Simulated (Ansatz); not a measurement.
C: single-point calculation

C (4 atoms in the cell), computed with DFT PBE, scalar-relativistic, plane waves, PAW, no spin polarisation (Ansatz 0.2.0).

The structure derives from a Materials Project entry. It belongs to a series of runs on one base structure; here: functional: PBE. Figures and captions count atoms from 1; the log counts them from 0 in places.

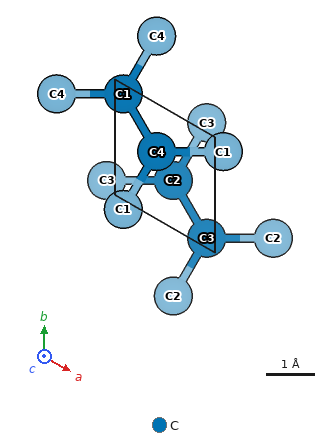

The input geometry (ball-and-stick view of the cell of the calculation, along the c axis; neighbours outside the cell are drawn fainter; atoms are numbered from 1 in the order of the input). An atom can appear more than once, as a periodic image.

Summary

| quantity | value |
| --- | --- |
| outcome | converged |
| space group (tolerance 0.01 Å) | Cmme (67) |
| electrons treated | 16 |
| free energy | −1003.7436 eV |
| Fermi energy | 6.346 eV |
| gap on the k-point mesh | 0.02 eV |
| pressure | 3.75 GPa |
| largest force (length of the vector) | 0.026 eV/Å |
| hardware | 1 thread of Intel Xeon @ 2.50GHz (Skylake/Cascade Lake), 189 GiB of memory available, shared host |
| wall time | 18 s |
| peak memory | 0.43 GiB |

The input
```yaml
crystal:
  lattice:
    - [1.22804797, -2.12706182, 0.0]
    - [1.22804797, 2.12706182, 0.0]
    - [0.0, 0.0, 7.17326776]
  atoms:
    - { symbol: C, position: [0.08337946, 0.91662054, 0.7531376] }
    - { symbol: C, position: [0.58337946, 0.41662054, 0.2468624] }
    - { symbol: C, position: [0.91662054, 0.08337946, 0.2468624] }
    - { symbol: C, position: [0.41662054, 0.58337946, 0.7531376] }
basis:
  ecutwfc: 420
kpoints:
  mp_grid: { grid: [18, 18, 6] }
hamiltonian:
  xc: pbe
scf:
  occupations: { method: gaussian, width: 0.1 }
output:
  forces: true
  stress: true
  eigenvalues: true
  write_density: true
  write_potential: true
  elf: true
  volumetric_format: npy
```

Run as:
```bash
ansatz run input.yaml --threads 1 --pin off --max-ram 2560MiB --backend cpu --events-out ev --progress --plain --runs-dir out
```

The program's output
```
Engine: ansatz 0.2.0, x86_64-unknown-linux-gnu
Pseudopotentials: kind: paw
Pseudopotential: C, paw, valence charge 4, recommended cutoff 420 eV (normal), C.paw.azcp
Functional definition: PBE
  parameter kappa = 0.804
  parameter beta = 0.06672455060314922
  exchange = pbe_x(kappa = kappa, mu = beta*pi^2/3)
  correlation = pbe_c(beta = beta)
Crystal: 4 atoms, lattice volume = 37.475 Å³
Basis set: ecut = 420 eV, 713 PW (Γ), exchange–correlation on 36×36×96 points (8 copies of the dense FFT grid, shifted against one another)
Bands: 12, of which v1, the nominal top of the filled ones, is band 8 counted from 1 (7 counted from 0)
Symmetry: 8 space group operations
Space group: Cmme (ITA 67), of the structure as read, at distance tolerance 3.3e-5 Å
k-points: 364 of 1944
Non-local potential: C, projectors of the file, l = 0: 2, l = 1: 2, l = 2: 1
PAW form: soft (Blöchl's): semilocal exchange-correlation on the pseudo side does not see the compensation charge
PAW one-centre angular grid: C, 110 points (default); XC on 64 Gauss nodes
Initial density: superposition of atomic densities (neutral atoms: chi_scale 0, normalization atom), corrected by the library's trained network
Initial wavefunctions: pseudopotential atomic-orbital guess
Functional: x = pbe(κ = 0.804, μ = 0.2195149727645171), c = pbe(β = 0.06672455060314922)
SCF iter   1: F=—  HF=-1003.744074 eV  |F-HF|=—  |Δ(HF+E_count)|=         —  Δρ=3.01e-3  dr2=4.02e-3  ethr=1.77e-3  ⟨swp⟩=5.5  Hψ=24370  notcnv=0
preconditioner: auto → none  [metal: Δε(μ)=0.024 eV  Ē_g=15.725 eV  σ=0.100 eV  W_gap=0.13  n_scr=4 (ndim 8)  ℏωp=24.3 eV  f_vac=0.055  D(μ)=0.08/eV (n_scr^D=0)  sad-step TF]
SCF iter   2: F=—  HF=-1003.743947 eV  |F-HF|=—  |Δ(HF+E_count)|=   1.27e-4  Δρ=1.83e-3  dr2=1.88e-3  ethr=2.51e-5  ⟨swp⟩=1.3  Hψ=7670  notcnv=0
SCF iter   3: F=—  HF=-1003.743510 eV  |F-HF|=—  |Δ(HF+E_count)|=   4.37e-4  Δρ=3.31e-4  dr2=2.48e-5  ethr=1.18e-5  ⟨swp⟩=2.2  Hψ=7339  notcnv=0
SCF iter   4: F=—  HF=-1003.743563 eV  |F-HF|=—  |Δ(HF+E_count)|=   5.31e-5  Δρ=9.80e-5  dr2=1.77e-5  ethr=1.55e-7  ⟨swp⟩=2.3  Hψ=7189  notcnv=0
SCF iter   5: F=—  HF=-1003.743558 eV  |F-HF|=—  |Δ(HF+E_count)|=   4.87e-6  Δρ=2.68e-5  dr2=7.74e-7  ethr=1.11e-7  ⟨swp⟩=2.0  Hψ=5899  notcnv=0
SCF iter   6: F=-1003.743558 eV  HF=-1003.743558 eV  |F-HF|=7.41e-10  |Δ(HF+E_count)|=   9.78e-8  Δρ=5.57e-6  dr2=1.58e-8  ethr=6.25e-10  ⟨swp⟩=10.2  Hψ=32301  notcnv=0
SCF 1 converged in 6 iterations: F = -1003.743558 eV  dr2 = 1.58e-8
  greatest PAW one-centre occupation: 0.675 electrons in one spin orbital (limit 2), on the C atom at site 3 (counted from 0), in its partial waves of l = 0
```

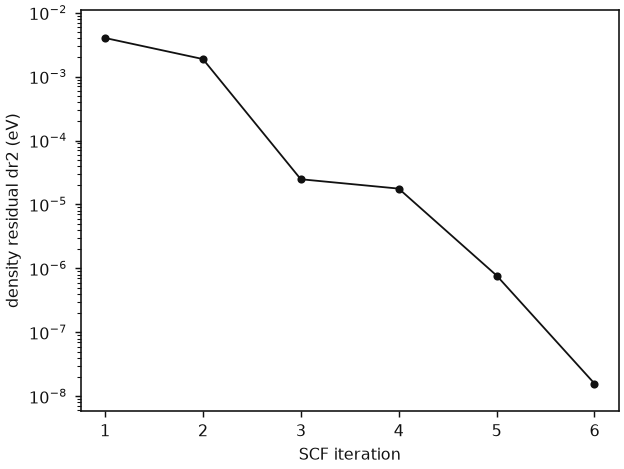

Convergence of the self-consistent field: density residual dr2 against the SCF iteration. The residual falls at every step.

```
SCF converged after 6 iterations
Free energy (F): -1003.743558 eV
Harris-Foulkes:  -1003.743558 eV  (|F-HF|=7.41e-10)
Internal energy: -1003.743150 eV  (E = F + TS)
E sigma→0 (E₀):  -1003.743354 eV
Entropy (-TS):   -0.000409 eV (-0.102 meV/atom)
Fermi energy:    6.346362 eV
--- Per-component energies (eV) ---
  E_band       = -45.290381
  E_kinetic    = 364.887477
  E_local      = -688.542378  (includes V_loc(G=0)·N_el)
  E_nonlocal   = 109.528612
  E_hartree    = 217.177112
  E_xc         = -192.335716
  E_vxc        = -238.146404  (∫ρ·V_xc dr)
  E_paw        = -397.504901  (= ΣΔE_a)
  E_vpaw       = -27.371454  (= ΣTr[D̂ρ^β])
  E_aug_tail   = 0.000029  (compensation charges beyond the density's cutoff)
  E_ewald      = -416.953384
  E_smearing   = -0.000409  (= −TS)
  E_closure    = 0.000000  (closes the sum)
  Σ components = -1003.743558   (vs F -1003.743558, Δ=0.00e0)
--- Forces (eV/Å), atoms counted from 1 ---
  atom   1  C      0.00000000     0.02477000    -0.00850797
  atom   2  C      0.00000000     0.02477000     0.00850797
  atom   3  C     -0.00000000    -0.02477000     0.00850797
  atom   4  C     -0.00000000    -0.02477000    -0.00850797
  max |Σ_I F_I| component: 2.22e-16 eV/Å
--- Stress (GPa, compression-positive) ---
        4.855542      -0.000000      -0.000000
       -0.000000       4.703024      -0.000000
       -0.000000      -0.000000       1.687125
  P = ⅓ Tr σ = 3.7486 GPa (37.486 kbar)
--- Band table (eV; the first three rows and the last of 364) ---
  k-point 0: bands = ["-13.3415", "-13.1660", "-1.9924", "-0.6141", "3.3165", "3.3220", "3.3230", "3.3408", "10.1156", "14.7366", "14.7696", "14.7896"]
  k-point 1: bands = ["-13.3303", "-13.1781", "-1.9129", "-0.7227", "3.3169", "3.3222", "3.3246", "3.3398", "10.3850", "14.7406", "14.7709", "14.7887"]
  k-point 2: bands = ["-13.2997", "-13.2106", "-1.6894", "-1.0025", "3.3178", "3.3209", "3.3275", "3.3366", "11.1422", "13.5953", "14.7494", "14.7742"]
  k-point 363: bands = ["-7.9645", "-7.9503", "-6.9670", "-6.9562", "-0.0978", "-0.0941", "3.9279", "4.0042", "7.9826", "8.0524", "13.8420", "13.8660"]
```

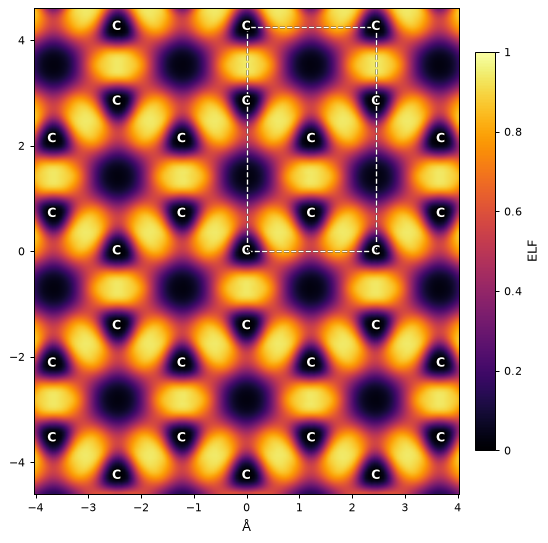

ELF on the (001) plane of the conventional cell. Core electrons are frozen (PAW), so the fields are smoothed inside the atomic spheres.

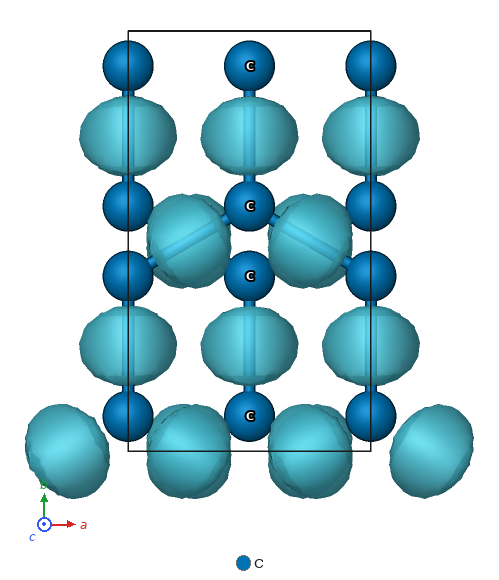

Isosurface of the ELF at 0.7 (cyan), seen along the c axis. Core shells and regions of very low density are left out. Sticks mark near contacts. The outline is the cell set on symmetry axes. Values along the shortest contacts: C–C (1.42 Å): the ELF peaks at about 0.95 between the atoms (a shared electron pair).
